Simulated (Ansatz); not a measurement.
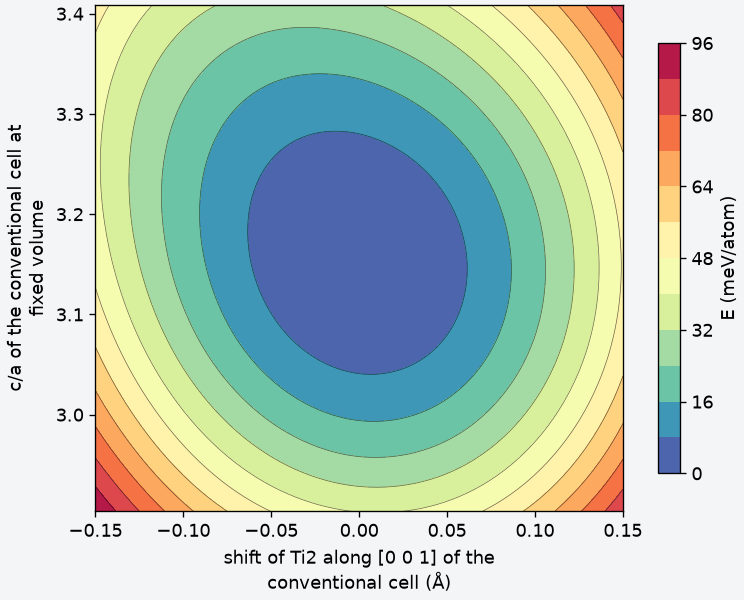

Ti3Al (P-6m2, No. 187; 4 atoms in the cell). 
- The energy is mapped over a free internal coordinate and the cell.
- First axis: shift of Ti2 along [0 0 1] of the conventional cell, Cartesian (0 0 1), its symmetry partners moved as symmetry demands (measured in the relaxed cell). Second axis: c/a of the conventional cell at fixed volume.
- Nothing is relaxed (all other coordinates fixed).
- Grid: 7 × 7 points.
- Points are written as (first, second).
- Energies: meV/atom, counted from the lowest grid point.
- Theory: DFT PBEsol, scalar-relativistic, plane waves, PAW in Ansatz 0.2.0. Settings: cutoff 520 eV, k-mesh 15×15×6 in the order of the run's cell vectors, gaussian smearing 0.15 eV, no spin polarisation.

The picture shows filled contours. Between grid points the surface is interpolated.

The lowest grid point is at (0.00 Å, 3.156). It is the only kind of minimum in the scanned range. The highest grid point, (−0.15 Å, 2.904), lies 95 meV/atom above the lowest. Round the minimum the two coordinates are weakly coupled (coupling 0.15 in units of the two stiffnesses).

The level of theory is changed to DFT PBE, scalar-relativistic, plane waves, PAW (Ansatz); with it change the cell, relaxed at the new level (first cell vector 2.930 Å, before 2.895 Å); the new grid has 7 × 7 points.

What will the new map look like?

The minimum (interpolated where it lies between grid points) moves from (0.00 Å, 3.156) to (0.00 Å, 3.151). The curvature at the minimum changes by less than a tenth (about 16) eV/Å² along the first coordinate and by less than a tenth (about 4.5) eV per unit squared along the second coordinate (per cell).

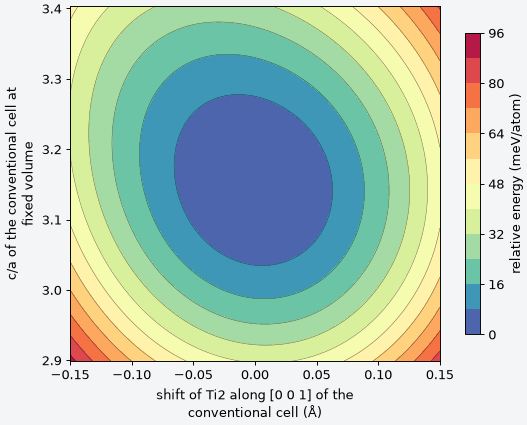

The map after the change, on a colour scale of its own. In the figure: filled contours. Between grid points the surface is interpolated.

PAW datasets: the set soft_1.
